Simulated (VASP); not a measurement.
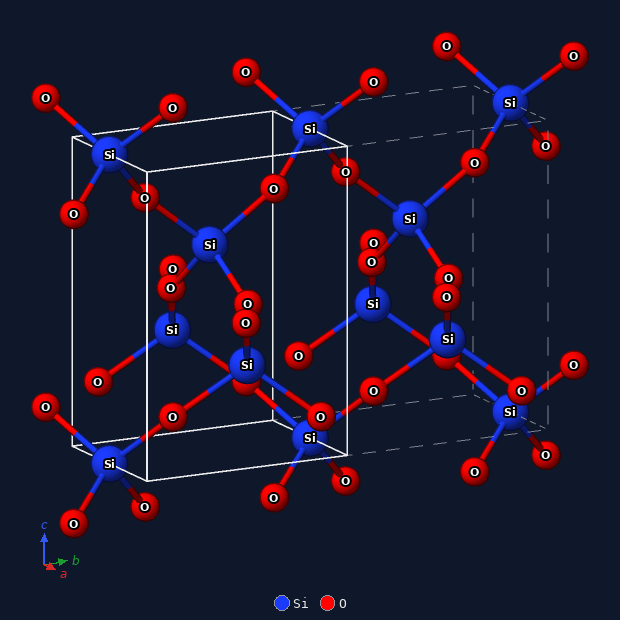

SiO₂ (space group P6_422, No. 181). Coordinates: a cell listed in the Materials Project, as set up for an electronic-structure calculation.

Bonds are taken as O–Si below 1.8 Å; no other contact counts. The graph is simplified in the usual way: terminal and isolated atoms are pruned, two-connected atoms become edges.

Q: What kind of net remains, and which atoms are its nodes?

A: A uninodal 4-connected, three-periodic net: Si is a 4-connected node. O becomes part of the edges.

Q: Does the net have a name?

A: It is the qtz net, known from quartz.

Q: Is the net interpenetrated?

A: It is a single net, without interpenetration.

Q: Give the first six terms of the coordination sequence (nodes one, two, three … edges away).

A: Si: 4, 12, 30, 52, 80, 116.

Q: How many nodes does the smallest cycle have?

A: Six.

The simplified net, drawn on the atoms' positions. Nodes are coloured by element. Edges to nodes outside the piece are drawn as stubs.

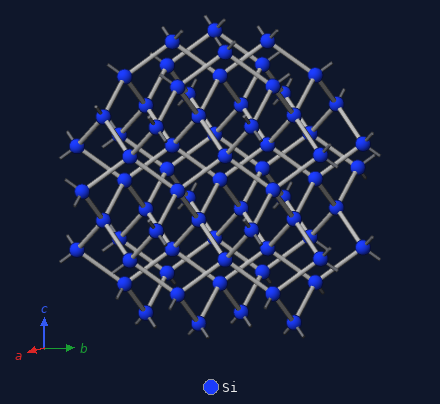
